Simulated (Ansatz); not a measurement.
# A defect in a wire: armchair SiC nanoribbon (N = 5, H edges), Fe in place of one C, part 3 of 4

Aim: how much does this defect scatter, and at which energies?

Ansatz 0.2.0; DFT PBE, plane waves, PAW; relaxation of a wire's period (the session's first sound run).

So far. Step 2 (Relaxation of atoms and period): The cell's length comes to 5.403 Å with spin left out. Step 3 (The wire at its relaxed period): At the computed energy nearest the Fermi level there are 0 channels a spin; the gap is 2.20 eV.

## Step 4: Relaxing the junction

This step: DFT PBE, plane waves, PAW; relaxation of a junction in a wire, ends held (Ansatz 0.2.0).

System of this step: armchair SiC nanoribbon (N = 5, H edges), Fe in place of one C. The cell holds 98 atoms: 35 Si, 34 C, 28 H and 1 Fe. Cell: a = 15.660 Å, b = 7.000 Å, c = 37.820 Å, α = 90.0°, β = 90.0°, γ = 90.0°. Regions: held atoms, 56 atoms (20 Si, 20 C and 16 H); free atoms, 42 atoms (15 Si, 14 C, 12 H and 1 Fe). Vacuum lies along a and b. The structure's axis is c.

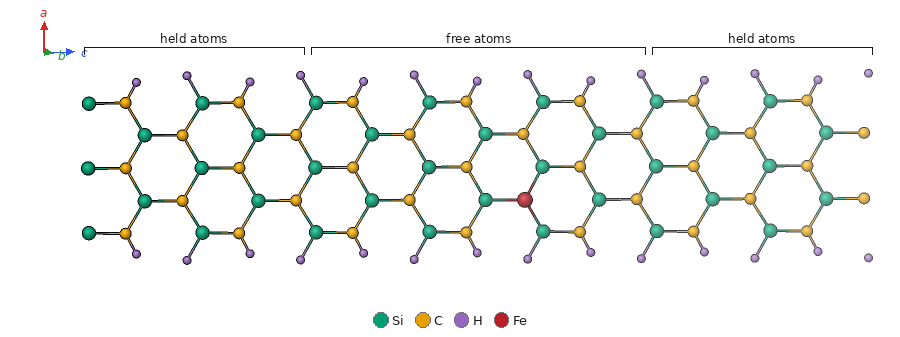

The cell of this step (silicon teal, carbon orange, hydrogen purple, iron red). Bonds to atoms that aren't drawn are left out.

42 atoms at the defect are free to relax, while 56 stay where the perfect wire has them, so that the ends still repeat as a lead. The cutoff is set under the files' recommended one to save time.

input.yaml

```yaml
crystal:
  lattice:
    - [15.66, 0.0, 0.0]
    - [0.0, 7.0, 0.0]
    - [0.0, 0.0, 37.8198915655]
  atoms:
    - { symbol: Si, position: [0.305839606, 0.5, 0.001096579] }
    - { symbol: Si, position: [0.500008111, 0.5, 0.000138006] }
    - { symbol: Si, position: [0.694176616, 0.5, 0.001096579] }
    - { symbol: C, position: [0.303635706, 0.5, 0.047238566] }
    - { symbol: C, position: [0.500008111, 0.5, 0.04753118] }
    - { symbol: C, position: [0.696380516, 0.5, 0.047238566] }
    - { symbol: H, position: [0.242224268, 0.5, 0.060856623] }
    - { symbol: H, position: [0.757791954, 0.5, 0.060856623] }
    - { symbol: Si, position: [0.400863003, 0.5, 0.071385105] }
    - { symbol: Si, position: [0.599153219, 0.5, 0.071385105] }
    - { symbol: C, position: [0.401598366, 0.5, 0.118851607] }
    - { symbol: C, position: [0.598417856, 0.5, 0.118851607] }
    - { symbol: H, position: [0.223021076, 0.5, 0.124462386] }
    - { symbol: H, position: [0.776995146, 0.5, 0.124462386] }
    - { symbol: Si, position: [0.305839606, 0.5, 0.143953722] }
    - { symbol: Si, position: [0.500008111, 0.5, 0.142995149] }
    - { symbol: Si, position: [0.694176616, 0.5, 0.143953722] }
    - { symbol: C, position: [0.303635706, 0.5, 0.190095709] }
    - { symbol: C, position: [0.500008111, 0.5, 0.190388323] }
    - { symbol: C, position: [0.696380516, 0.5, 0.190095709] }
    - { symbol: H, position: [0.242224268, 0.5, 0.203713765] }
    - { symbol: H, position: [0.757791954, 0.5, 0.203713765] }
    - { symbol: Si, position: [0.400863003, 0.5, 0.214242248] }
    - { symbol: Si, position: [0.599153219, 0.5, 0.214242248] }
    - { symbol: C, position: [0.401598366, 0.5, 0.26170875] }
    - { symbol: C, position: [0.598417856, 0.5, 0.26170875] }
    - { symbol: H, position: [0.223021076, 0.5, 0.267319529] }
    - { symbol: H, position: [0.776995146, 0.5, 0.267319529] }
    - { symbol: Si, position: [0.305839606, 0.5, 0.286810865] }
    - { symbol: Si, position: [0.500008111, 0.5, 0.285852292] }
[... 62 atom lines left out ...]
    - { symbol: Si, position: [0.400863003, 0.5, 0.928527962] }
    - { symbol: Si, position: [0.599153219, 0.5, 0.928527962] }
    - { symbol: C, position: [0.401598366, 0.5, 0.975994464] }
    - { symbol: C, position: [0.598417856, 0.5, 0.975994464] }
    - { symbol: H, position: [0.223021076, 0.5, 0.981605243] }
    - { symbol: H, position: [0.776995146, 0.5, 0.981605243] }
magnetization:
  spin_polarized: true
kpoints:
  mp_grid: { grid: [1, 1, 1] }
scf:
  occupations: { method: fermi_dirac, width: 0.1 }
hamiltonian:
  xc: pbe
relax:
  constraints:
    - { sites: [0, 1, 2, 3, 4, 5, 6, 7, 8, 9, 10, 11, 12, 13, 14, 15, 16, 17, 18, 19, 20, 21, 22, 23, 24, 25, 26, 27, 70, 71, 72, 73, 74, 75, 76, 77, 78, 79, 80, 81, 82, 83, 84, 85, 86, 87, 88, 89, 90, 91, 92, 93, 94, 95, 96, 97] }
  f_tol: 0.06
  max_steps: 35
basis:
  ecutwfc: "350 eV"
```

Command:

```
ansatz run input.yaml --threads 4 --pin off --max-ram 16384MiB --backend cpu --events-out ev --progress --plain --runs-dir out
```

Numbers of over 12 decimals in the logs are rounded to 6 here.

The log of the run:

```text
[...]
Crystal: 98 atoms, lattice volume = 4145.817 Å³
Basis set: ecut = 350 eV, 61673 PW (Γ), exchange–correlation on 192×90×480 points (8 copies of the dense FFT grid, shifted against one another)
Bands: 260, of which v1, the nominal top of the filled ones, is band 160 counted from 1 (159 counted from 0)
Symmetry: 1 space group operations
[...]
k-points: 1
[...]
Starting moments: Σ|m| = 3 μB on 1 of 98 sites
[...]
SCF iter   1: F=—  HF=-35781.190824 eV  |F-HF|=—  |Δ(HF+E_count)|=         —  Δρ=4.59e-2 (↑3.84e-2 ↓4.59e-2)  dr2=3.79e2  dr2_m=7.51e0  M=0.002 μB ∫|m|=1.078 μB  β_m=0.30  ethr=3.10e-3  ⟨swp⟩=7.0  Hψ=2639  notcnv=0  defer=63
[...]
spin=Collinear: Resta preconditioning applied to the charge; magnetization (m = ρ↑ − ρ↓) channel mixes plain (no charge-response kernel on spin).
SCF iter   2: F=—  HF=-35694.123515 eV  |F-HF|=—  |Δ(HF+E_count)|=    8.71e1  Δρ=3.30e-2 (↑3.30e-2 ↓1.96e-2)  dr2=1.16e2  dr2_m=3.31e0  M=0.080 μB ∫|m|=1.370 μB  β_m=0.30  ethr=3.10e-3  ⟨swp⟩=4.0  Hψ=1194  notcnv=0  defer=173
[...]
SCF iter   9: F=—  HF=-35673.966283 eV  |F-HF|=—  |Δ(HF+E_count)|=   2.41e-2  Δρ=2.82e-3 (↑1.41e-3 ↓2.82e-3)  dr2=2.59e-1  dr2_m=1.64e-1  M=0.009 μB ∫|m|=0.718 μB  β_m=0.30  ethr=1.44e-4  ⟨swp⟩=3.5  Hψ=807  notcnv=0  defer=140
[...]
spin-set hold released at iteration 9 (site moments contracting): the magnetisation degrees of freedom join the quasi-Newton model from the next iteration; the mixer history was flushed
SCF iter  10: F=—  HF=-35673.994463 eV  |F-HF|=—  |Δ(HF+E_count)|=   2.82e-2  Δρ=3.55e-3 (↑3.55e-3 ↓8.40e-4)  dr2=8.77e-1  dr2_m=8.11e-2  M=0.006 μB ∫|m|=0.713 μB  β_m=0.28  ethr=8.09e-5  ⟨swp⟩=3.5  Hψ=866  notcnv=0  defer=146
[...]
SCF iter  21: F=-35673.978994 eV  HF=-35673.978998 eV  |F-HF|=3.71e-6  |Δ(HF+E_count)|=   1.16e-6  Δρ=5.13e-6 (↑4.77e-6 ↓5.13e-6)  dr2=4.24e-6  dr2_m=2.13e-7  M=0.000 μB ∫|m|=0.002 μB  ethr=7.96e-10  ⟨swp⟩=3.0  Hψ=892  notcnv=0
WARN: the starting moments were not kept: the SCF closed with an absolute magnetisation of 1.5e-3 μB, where they sum to 3 μB in size (1 site). That is at most 0.1 of that sum. Measured as dr2_m measures the in/out step, that magnetisation stands 1.3e-7 eV from none, at or under the dr2_threshold of 9.0e-5 eV: it is no larger than a step whose dr2_m would equal this threshold. The system may hold no moment; this SCF s [...]
SCF 1 converged in 21 iterations: F = -35673.978994 eV  dr2 = 4.24e-6
[...]
relax step   1: F+E_penalty+E_count = -35673.97899402 eV  Δ(F+E_penalty+E_count) = +0.000e0 eV  max|allowed force component| = 9.264e0 eV/Å  Δτ_max = 0.0000 Å  (21 SCF iters, dr2 threshold 9.00e-5 eV, accepted)
[...]
Starting moments: Σ|m| = 3 μB on 1 of 98 sites; this step starts from the density that it was given
[...]
SCF iter  13: F=-35676.354659 eV  HF=-35676.354660 eV  |F-HF|=1.09e-6  |Δ(HF+E_count)|=   1.21e-6  Δρ=4.49e-6 (↑4.49e-6 ↓2.81e-6)  dr2=1.70e-6  dr2_m=3.06e-7  M=-0.000 μB ∫|m|=0.002 μB  ethr=4.50e-9  ⟨swp⟩=1.5  Hψ=1185  notcnv=0
the starting moments were not kept: the SCF closed with an absolute magnetisation of 1.9e-3 μB, where they sum to 3 μB in size (1 site). That is at most 0.1 of that sum. Measured as dr2_m measures the in/out step, that magnetisation stands 5.2e-7 eV from none, at or under the dr2_threshold of 1.0e-4 eV: it is no larger than a step whose dr2_m would equal this threshold.
SCF 2 converged in 13 iterations: F = -35676.354659 eV  dr2 = 1.70e-6
[...]
relax step   2: F+E_penalty+E_count = -35676.35465912 eV  Δ(F+E_penalty+E_count) = -2.376e0 eV  max|allowed force component| = 4.688e0 eV/Å  Δτ_max = 0.1948 Å  (13 SCF iters, dr2 threshold 1.00e-4 eV, accepted)
SCF iter   1: F=—  HF=-35675.770949 eV  |F-HF|=—  |Δ(HF+E_count)|=         —  Δρ=9.36e-3 (↑7.69e-3 ↓9.36e-3)  dr2=1.36e0  dr2_m=2.55e0  M=0.000 μB ∫|m|=0.183 μB  β_m=0.30  ethr=3.03e-3  ⟨swp⟩=4.0  Hψ=1507  notcnv=0  defer=72
[...]
SCF iter  14: F=-35677.050180 eV  HF=-35677.050182 eV  |F-HF|=1.96e-6  |Δ(HF+E_count)|=   8.91e-7  Δρ=5.00e-6 (↑4.17e-6 ↓5.00e-6)  dr2=2.57e-6  dr2_m=3.03e-7  M=0.000 μB ∫|m|=0.002 μB  ethr=9.87e-10  ⟨swp⟩=1.0  Hψ=1258  notcnv=0
[...]
SCF 3 converged in 14 iterations: F = -35677.050180 eV  dr2 = 2.57e-6
[...]
relax step   3: F+E_penalty+E_count = -35677.05018041 eV  Δ(F+E_penalty+E_count) = -6.955e-1 eV  max|allowed force component| = 1.289e0 eV/Å  Δτ_max = 0.1945 Å  (14 SCF iters, dr2 threshold 1.00e-4 eV, accepted)
[... from here on, the SCF cycles and remarks between the steps are left out ...]
relax step   4: F+E_penalty+E_count = -35677.42588807 eV  Δ(F+E_penalty+E_count) = -3.757e-1 eV  max|allowed force component| = 4.822e-1 eV/Å  Δτ_max = 0.1922 Å  (16 SCF iters, dr2 threshold 1.00e-4 eV, accepted)
relax step   5: F+E_penalty+E_count = -35677.59095264 eV  Δ(F+E_penalty+E_count) = -1.651e-1 eV  max|allowed force component| = 2.548e-1 eV/Å  Δτ_max = 0.1947 Å  (18 SCF iters, dr2 threshold 1.76e-5 eV, accepted)
relax step   6: F+E_penalty+E_count = -35677.66994195 eV  Δ(F+E_penalty+E_count) = -7.899e-2 eV  max|allowed force component| = 3.943e-1 eV/Å  Δτ_max = 0.2000 Å  (19 SCF iters, dr2 threshold 9.08e-6 eV, accepted)
relax step   7: F+E_penalty+E_count = -35677.69177096 eV  Δ(F+E_penalty+E_count) = -2.183e-2 eV  max|allowed force component| = 2.704e-1 eV/Å  Δτ_max = 0.2000 Å  (13 SCF iters, dr2 threshold 4.34e-5 eV, accepted)
relax step   8: F+E_penalty+E_count = -35677.71332745 eV  Δ(F+E_penalty+E_count) = -2.156e-2 eV  max|allowed force component| = 1.402e-1 eV/Å  Δτ_max = 0.0976 Å  (13 SCF iters, dr2 threshold 3.44e-5 eV, accepted)
relax step   9: F+E_penalty+E_count = -35677.71396589 eV  Δ(F+E_penalty+E_count) = -6.384e-4 eV  max|allowed force component| = 1.465e-1 eV/Å  Δτ_max = 0.0527 Å  (13 SCF iters, dr2 threshold 5.29e-6 eV, accepted)
relax step  10: F+E_penalty+E_count = -35677.71889035 eV  Δ(F+E_penalty+E_count) = -4.924e-3 eV  max|allowed force component| = 5.517e-2 eV/Å  Δτ_max = 0.0487 Å  (13 SCF iters, dr2 threshold 5.77e-6 eV, accepted)
[...]
SCF iter   8: F=-35677.718891 eV  HF=-35677.718891 eV  |F-HF|=3.64e-11  |Δ(HF+E_count)|=  7.06e-10  Δρ=7.17e-8 (↑7.17e-8 ↓7.05e-8)  dr2=4.76e-10  dr2_m=1.34e-10  M=0.000 μB ∫|m|=0.000 μB  ethr=1.00e-12  ⟨swp⟩=1.0  Hψ=1174  notcnv=0
[...]
atom  23  Si     0.00013061     0.01312663    -0.01254794
  atom  24  Si     0.00089661     0.00906443    -0.00544317
  atom  25  C      0.00528079    -0.01969165     0.01476780
  atom  26  C     -0.01127466    -0.01764905     0.02208293
  atom  27  H     -0.01013490    -0.00904658    -0.00682106
  atom  28  H     -0.00574015    -0.00349072     0.01186522
  atom  29  Si     0.00041253    -0.00223739    -0.00061089
  atom  30  Si    -0.00007987    -0.00146465     0.00122631
  atom  31  Si     0.00075293    -0.00039775     0.00272790
  atom  32  C      0.00051155     0.00292897    -0.00194847
  atom  33  C     -0.00019174     0.00621818    -0.00314406
  atom  34  C     -0.00086477     0.00514248    -0.00127640
  atom  35  H      0.00168810     0.00594767    -0.00007624
  atom  36  H      0.00036081    -0.00106296     0.00073541
  atom  37  Si    -0.00192774    -0.01310885     0.00743136
  atom  38  Si    -0.00144155    -0.00624324     0.00054316
  atom  39  C      0.00273081     0.00386763    -0.00076236
  atom  40  C     -0.00061521    -0.01924659     0.00272428
[...]
atom  87  Si    -0.01213961     0.00010137    -0.00600923
  atom  88  C      0.03296155    -0.00006162    -0.00782950
  atom  89  C     -0.00310680    -0.00008904     0.00625073
  atom  90  C     -0.03595545     0.00002000    -0.00361777
  atom  91  H     -0.02983500    -0.00005205     0.01528482
  atom  92  H      0.02967011    -0.00004377     0.01544691
  atom  93  Si     0.00206349    -0.00004966    -0.00925988
  atom  94  Si     0.00347478     0.00001851    -0.01165654
  atom  95  C      0.00190805     0.00002759     0.00672239
  atom  96  C     -0.00393488    -0.00000127     0.00881473
  atom  97  H     -0.01096101    -0.00000123    -0.00453437
  atom  98  H      0.01088710    -0.00000045    -0.00442887
  max |Σ_I F_I| component: 9.58e-5 eV/Å
--- Relaxed structure (11 steps of the walk, 11 accepted, 0 SCFs on fresh bases) ---
  F+E_penalty+E_count = -35677.71889106 eV   max|allowed force component| = 5.515e-2 eV/Å
  atoms:
    - { symbol: Si, position: [0.305840, 0.5, 0.001096579] }
    - { symbol: Si, position: [0.500008, 0.5, 0.000138006] }
    - { symbol: Si, position: [0.694177, 0.5, 0.001096579] }
    - { symbol: C, position: [0.303636, 0.5, 0.047238566] }
    - { symbol: C, position: [0.500008, 0.5, 0.04753118] }
    - { symbol: C, position: [0.696381, 0.5, 0.047238566] }
    - { symbol: H, position: [0.242224, 0.5, 0.060856623] }
    - { symbol: H, position: [0.757792, 0.5, 0.060856623] }
    - { symbol: Si, position: [0.400863, 0.5, 0.071385105] }
    - { symbol: Si, position: [0.599153, 0.5, 0.071385105] }
    - { symbol: C, position: [0.401598, 0.5, 0.118852] }
    - { symbol: C, position: [0.598418, 0.5, 0.118852] }
    - { symbol: H, position: [0.223021, 0.5, 0.124462386] }
    - { symbol: H, position: [0.776995, 0.5, 0.124462386] }
    - { symbol: Si, position: [0.305840, 0.5, 0.143953722] }
    - { symbol: Si, position: [0.500008, 0.5, 0.142995149] }
    - { symbol: Si, position: [0.694177, 0.5, 0.143953722] }
    - { symbol: C, position: [0.303636, 0.5, 0.190095709] }
    - { symbol: C, position: [0.500008, 0.5, 0.190388323] }
    - { symbol: C, position: [0.696381, 0.5, 0.190095709] }
    - { symbol: H, position: [0.242224, 0.5, 0.203713765] }
    - { symbol: H, position: [0.757792, 0.5, 0.203713765] }
    - { symbol: Si, position: [0.400863, 0.5, 0.214242] }
    - { symbol: Si, position: [0.599153, 0.5, 0.214242] }
    - { symbol: C, position: [0.401598, 0.5, 0.26170875] }
    - { symbol: C, position: [0.598418, 0.5, 0.26170875] }
    - { symbol: H, position: [0.223021, 0.5, 0.267319529] }
    - { symbol: H, position: [0.776995, 0.5, 0.267319529] }
    - { symbol: Si, position: [0.305843, 0.496430, 0.286798] }
    - { symbol: Si, position: [0.499999, 0.497883, 0.285872] }
    - { symbol: Si, position: [0.694134, 0.497753, 0.286846] }
    - { symbol: C, position: [0.303510, 0.490165, 0.332934] }
    - { symbol: C, position: [0.499862, 0.494229, 0.333280] }
    - { symbol: C, position: [0.696215, 0.493875, 0.333004] }
    - { symbol: H, position: [0.242011, 0.488506, 0.346544] }
    - { symbol: H, position: [0.757661, 0.493859, 0.346658] }
    - { symbol: Si, position: [0.400655, 0.491818, 0.357102] }
    - { symbol: Si, position: [0.598999, 0.493849, 0.357171] }
    - { symbol: C, position: [0.401119, 0.495156, 0.404605] }
    - { symbol: C, position: [0.597996, 0.496817, 0.404630] }
    - { symbol: H, position: [0.223067, 0.470406, 0.410614] }
    - { symbol: H, position: [0.776125, 0.474539, 0.411120] }
    - { symbol: Si, position: [0.305678, 0.493084, 0.429912] }
    - { symbol: Si, position: [0.499481, 0.507472, 0.428704] }
    - { symbol: Si, position: [0.693013, 0.492213, 0.430179] }
    - { symbol: C, position: [0.303257, 0.518944, 0.475945] }
    - { symbol: C, position: [0.498956, 0.532896, 0.475793] }
    - { symbol: C, position: [0.694353, 0.503254, 0.476333] }
    - { symbol: H, position: [0.241520, 0.524758, 0.489362] }
    - { symbol: H, position: [0.755699, 0.499593, 0.490047] }
    - { symbol: Si, position: [0.399702, 0.575676, 0.499383] }
    - { symbol: Si, position: [0.597204, 0.527191, 0.500196] }
    - { symbol: Fe, position: [0.398289, 0.742962, 0.547243] }
    - { symbol: C, position: [0.596007, 0.535267, 0.547707] }
    - { symbol: H, position: [0.226216, 0.497967, 0.553284] }
    - { symbol: H, position: [0.773031, 0.477013, 0.552413] }
    - { symbol: Si, position: [0.305686, 0.565181, 0.572399] }
    - { symbol: Si, position: [0.499119, 0.584658, 0.572368] }
    - { symbol: Si, position: [0.691521, 0.502498, 0.572365] }
    - { symbol: C, position: [0.305877, 0.498281, 0.617445] }
    - { symbol: C, position: [0.500727, 0.540702, 0.619557] }
    - { symbol: C, position: [0.695740, 0.498709, 0.618486] }
    - { symbol: H, position: [0.245783, 0.452775, 0.629585] }
    - { symbol: H, position: [0.757161, 0.478973, 0.631646] }
    - { symbol: Si, position: [0.401328, 0.515823, 0.642751] }
    - { symbol: Si, position: [0.599270, 0.513618, 0.642971] }
    - { symbol: C, position: [0.401573, 0.498659, 0.690155] }
    - { symbol: C, position: [0.598458, 0.501066, 0.690392] }
    - { symbol: H, position: [0.223057, 0.501825, 0.695828] }
    - { symbol: H, position: [0.776997, 0.500897, 0.695851] }
    - { symbol: Si, position: [0.305840, 0.5, 0.715382294] }
    - { symbol: Si, position: [0.500008, 0.5, 0.71442372] }
    - { symbol: Si, position: [0.694177, 0.5, 0.715382294] }
    - { symbol: C, position: [0.303636, 0.5, 0.76152428] }
    - { symbol: C, position: [0.500008, 0.5, 0.761817] }
    - { symbol: C, position: [0.696381, 0.5, 0.76152428] }
    - { symbol: H, position: [0.242224, 0.5, 0.775142337] }
    - { symbol: H, position: [0.757792, 0.5, 0.775142337] }
    - { symbol: Si, position: [0.400863, 0.5, 0.785670819] }
    - { symbol: Si, position: [0.599153, 0.5, 0.785670819] }
    - { symbol: C, position: [0.401598, 0.5, 0.833137321] }
    - { symbol: C, position: [0.598418, 0.5, 0.833137321] }
    - { symbol: H, position: [0.223021, 0.5, 0.838748] }
    - { symbol: H, position: [0.776995, 0.5, 0.838748] }
    - { symbol: Si, position: [0.305840, 0.5, 0.858239437] }
    - { symbol: Si, position: [0.500008, 0.5, 0.857280863] }
    - { symbol: Si, position: [0.694177, 0.5, 0.858239437] }
    - { symbol: C, position: [0.303636, 0.5, 0.904381] }
    - { symbol: C, position: [0.500008, 0.5, 0.904674037] }
    - { symbol: C, position: [0.696381, 0.5, 0.904381] }
    - { symbol: H, position: [0.242224, 0.5, 0.91799948] }
    - { symbol: H, position: [0.757792, 0.5, 0.91799948] }
    - { symbol: Si, position: [0.400863, 0.5, 0.928528] }
    - { symbol: Si, position: [0.599153, 0.5, 0.928528] }
    - { symbol: C, position: [0.401598, 0.5, 0.975994464] }
    - { symbol: C, position: [0.598418, 0.5, 0.975994464] }
    - { symbol: H, position: [0.223021, 0.5, 0.981605] }
    - { symbol: H, position: [0.776995, 0.5, 0.981605] }
[key lines of the parts left out:]
SCF converged after 8 iterations
Magnetization: 0.0000 μB (160.0000 up, 160.0000 down)
Free energy (F): -35677.718891 eV
Fermi energy:    -1.391162 eV
```

Run time: 9.8 min. Hardware: 4 threads of Arm Neoverse V2, shared host; peak memory 4.6 GiB.

Relaxation path:

```tsv
step	energy less that of the first step (eV)	largest force component (eV/Å)
1	0.0000	9.2636
2	-2.3757	4.6884
3	-3.0712	1.2892
4	-3.4469	0.4822
5	-3.6120	0.2548
6	-3.6909	0.3943
7	-3.7128	0.2704
8	-3.7343	0.1402
9	-3.7350	0.1465
10	-3.7399	0.0552
11	-3.7399	0.0552
```

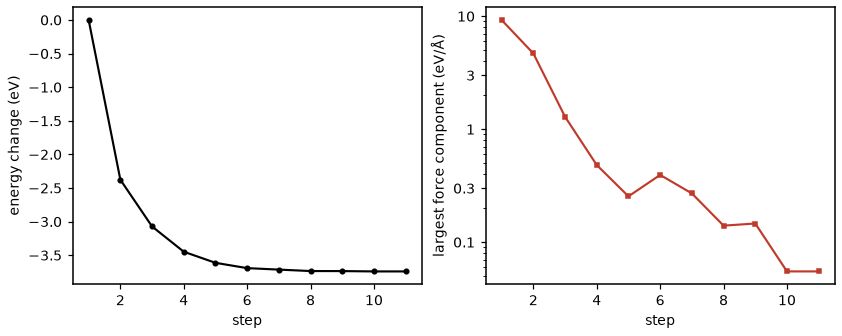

Energy and largest force along the relaxation.

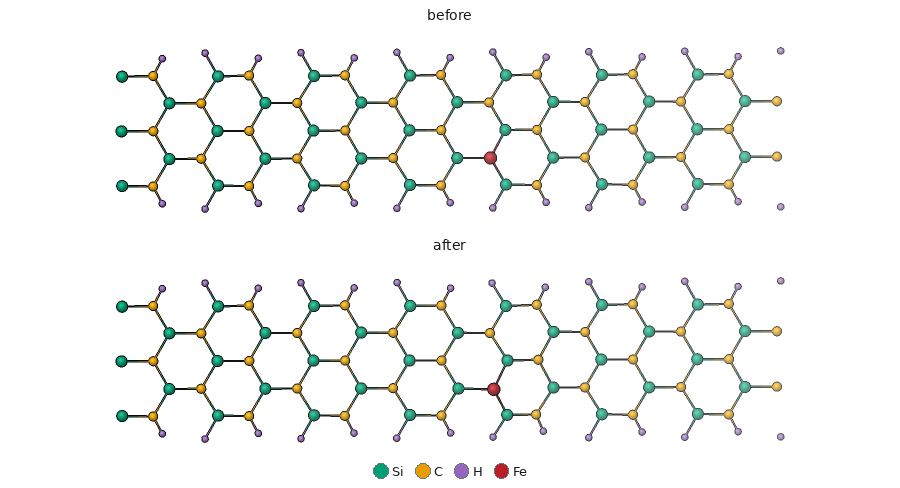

Before and after, at one scale. Bonds to atoms that aren't drawn are left out.

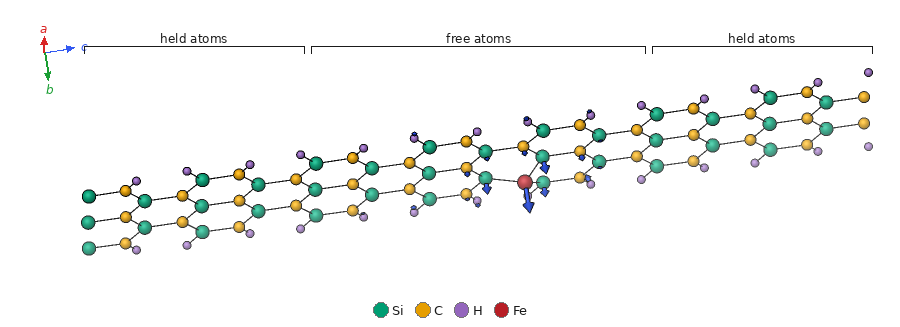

Displacements in the relaxation, scaled; the longest in the cell stands for 1.20 Å. Bonds to atoms that aren't drawn are left out.

The atoms that moved most (Å):

```tsv
atom	dx	dy	dz	length
Fe53	-0.052	1.201	-0.007	1.202
Si58	-0.014	0.593	0.030	0.594
Si51	-0.018	0.530	-0.022	0.530
Si57	-0.002	0.456	-0.005	0.456
H63	0.056	-0.331	-0.102	0.350
C61	0.011	0.285	0.023	0.286
C54	-0.038	0.247	0.011	0.250
C47	-0.016	0.230	-0.012	0.231
```

This step gave:

* energy at zero smearing: -35677.7148 eV

The largest force component on a free atom ends at 0.055 eV/Å, under the limit of 0.06. Fe ends nearest to Si at 2.13 Å, Si at 2.15 Å and Si at 2.16 Å. 3 atoms of the wire itself, hydrogen apart, moved by over 0.45 Å, up to 0.59 Å.

[end of part 3 of 4]

[Logs are printed without paths, hosts, clocks, repeated set-up lines and the standing remarks that a program may print on its own settings, such as how far it seeks lower states.]

[Hosts, paths, dates, database ids (printed as entryN), source tags and the programs' standing remarks are cut or masked in the printed files.]
